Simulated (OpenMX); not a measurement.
# ZrO2: 7 runs along one coordinate

System: ZrO2 (P4₂/nmc, 6 atoms in the cell).
Method: Kohn-Sham DFT of a periodic cell, LDA, OpenMX 2013 LDA set, no spin polarisation (OpenMX 3.8.5).

The 7 runs differ only in the geometry, by an even scaling of the cell at fixed fractional positions. The structure derives from an entry of the Crystallography Open Database.

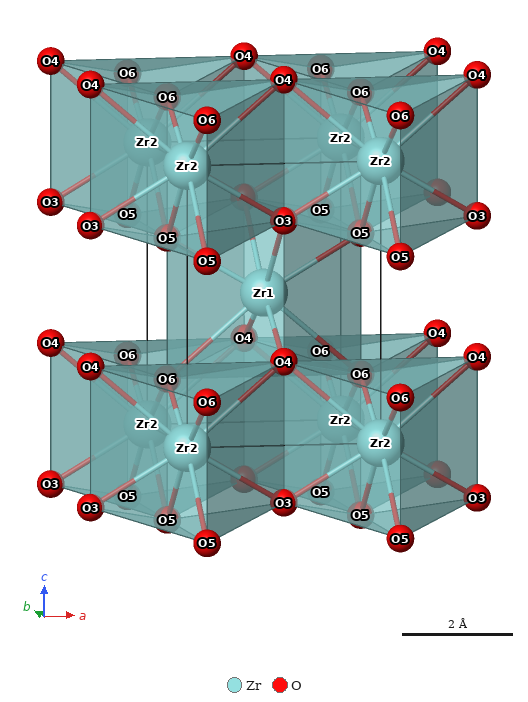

Figure 1. The structure of run 4 (polyhedral view of the cell of the calculation, seen slightly off an axis; polyhedra are completed across the faces of the cell; atoms are numbered from 1 in the order of the input). An atom can appear more than once, as a periodic image.

## Input of run 4
```
System.CurrrentDirectory             ./
System.Name                          ZrO2
DATA.PATH                            ./DFT_DATA13
level.of.stdout                      1
level.of.fileout                     1
Species.Number                       2
<Definition.of.Atomic.Species
  Zr  Zr7.0-s3p2d2           Zr_CA13
  O   O6.0-s2p2d1            O_CA13
Definition.of.Atomic.Species>

Atoms.Number                         6
Atoms.SpeciesAndCoordinates.Unit     FRAC
<Atoms.SpeciesAndCoordinates
    1  Zr    0.5000000000    0.5000000000    0.5000000000   6.000  6.000
    2  Zr    0.0000000000    0.0000000000    0.0000000000   6.000  6.000
    3  O     0.5000000000    0.0000000000    0.7970000000   3.000  3.000
    4  O     0.5000000000    0.0000000000    0.2970000000   3.000  3.000
    5  O     0.0000000000    0.5000000000    0.7030000000   3.000  3.000
    6  O     0.0000000000    0.5000000000    0.2030000000   3.000  3.000
Atoms.SpeciesAndCoordinates>

Atoms.UnitVectors.Unit               Ang
<Atoms.UnitVectors
     3.5961000000    0.0000000000    0.0000000000
     0.0000000000    3.5961000000    0.0000000000
     0.0000000000    0.0000000000    5.1770000000
Atoms.UnitVectors>

scf.XcType                           LDA
scf.SpinPolarization                 off
scf.ElectronicTemperature            580.226
scf.energycutoff                     400.0
scf.maxIter                          100
scf.EigenvalueSolver                 band
scf.Kgrid                            7 7 5
scf.Mixing.Type                      rmm-diisk
scf.Init.Mixing.Weight               0.05
scf.Min.Mixing.Weight                0.001
scf.Max.Mixing.Weight                0.3
scf.Mixing.History                   25
scf.Mixing.StartPulay                8
scf.criterion                        1.0e-8
scf.stress.tensor                    on
MD.Type                              nomd
Band.dispersion                      on
Band.Nkpath                          9
<Band.kpath
    9   0.000000  0.000000  0.000000    0.000000  0.500000  0.000000  G X
    9   0.000000  0.500000  0.000000    0.500000  0.500000  0.000000  X M
   13   0.500000  0.500000  0.000000    0.000000  0.000000  0.000000  M G
    6   0.000000  0.000000  0.000000    0.000000  0.000000  0.500000  G Z
    9   0.000000  0.000000  0.500000    0.000000  0.500000  0.500000  Z R
    9   0.000000  0.500000  0.500000    0.500000  0.500000  0.500000  R A
   13   0.500000  0.500000  0.500000    0.000000  0.000000  0.500000  A Z
    6   0.000000  0.500000  0.000000    0.000000  0.500000  0.500000  X R
    6   0.500000  0.500000  0.000000    0.500000  0.500000  0.500000  M A
Band.kpath>
```

Command:
```bash
openmx ZrO2.dat -nt 1 > ZrO2.std
```

Run 6 has the same physical settings and fractional positions; its lattice vectors (Å) are:
```
   3.643423    0.000000    0.000000
   0.000000    3.643423    0.000000
   0.000000    0.000000    5.245126
```

## Results, with one run withheld

```tsv
run	volume per atom (Å³)	free energy per atom, from the lowest run given (meV)	gap on the mesh (eV)
1	10.489	25.04	3.73
2	10.712	8.73	3.66
3	10.935	0.64	3.59
4	11.158	0.00	3.52
5	11.381	6.06	3.45
6	11.604	?	?
7	11.828	35.57	3.32
```

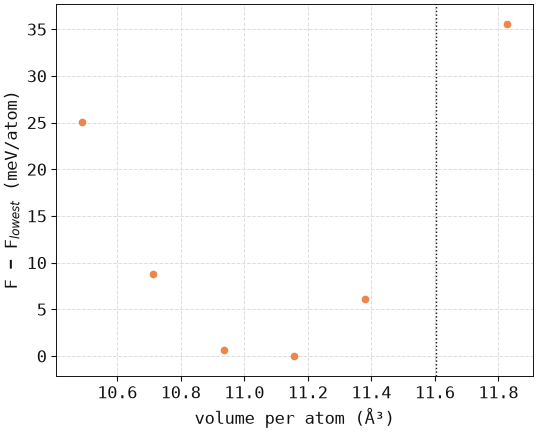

Figure 2. Free energy per atom of the runs given; the dotted line marks run 6.

Fit the runs given and predict run 6.

A cubic polynomial in V^(−2/3) (the Birch–Murnaghan form), fitted to the 6 runs given, misses them by at most 0.02 meV per atom. With x = V^(−2/3) − 0.20133 Å⁻², it reads F = −0.57237 − 45.457 x + 4.7573e+05 x² + 3.825e+05 x³ (meV per atom). At run 6 it gives 18.07 meV per atom, and the run itself gives 18.11. The fit has its minimum at 11.066 Å³ per atom, where V d²F/dV² gives 248 GPa. Cell shape and fractional positions are held, so this is the stiffness under even scaling; the relaxed bulk modulus wasn't computed. The gap on the mesh goes, without turning, from 3.73 eV in run 1 to 3.32 eV in run 7; run 6 has 3.38 eV. These are gaps of this functional on this mesh, which can miss the band edges; they aren't the measured gap.

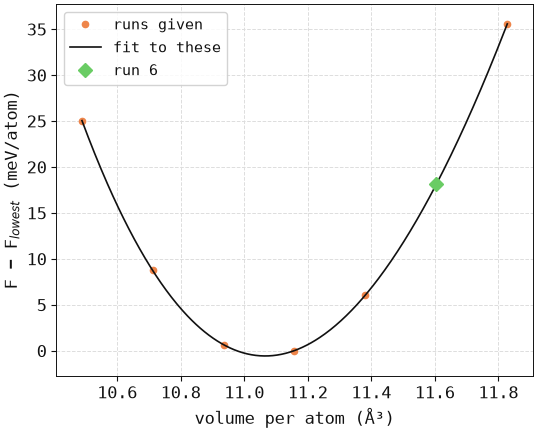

Figure 3. The fit and the withheld run.

## Some lines of the output (run 6)
```
[...]
  Cell_Volume =    469.863307739665 (Bohr^3)
        Total energy (Hartree) at MD = 1
   kloop=0
   kloop=1
   kloop=122
```

Notes: With a small basis of atomic orbitals these values can differ much from converged plane-wave results.
